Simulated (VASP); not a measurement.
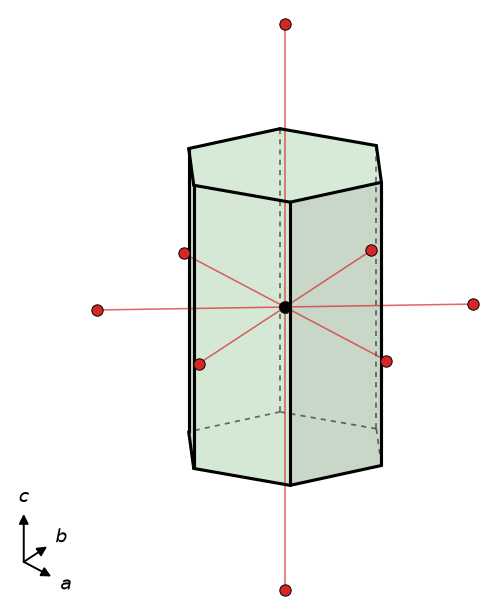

The Wigner–Seitz cell of the crystal's lattice, with lines to the lattice points that define its faces. Crystal: ZnO, an entry of the Crystallography Open Database, as set up for an electronic-structure calculation. Geometry calculated from the standardised cell; symmetry tolerance 0.002 Å.

a = 3.249 Å, b = 3.249 Å, c = 5.206 Å, α = 90.00°, β = 90.00°, γ = 120.00°; lattice centring P.

**What is the cell's combinatorial type?**

A hexagonal prism: 8 faces (6 with 4 edges, 2 with 6 edges), 18 edges, 12 vertices. Its volume is that of the primitive cell, 47.6 Å³.

**Which lattice vectors do the faces bisect?**

```csv
example,length (Å),faces,edges of each,area (Å²)
a + b,3.25,6,4,9.8
c,5.21,2,6,9.1
```
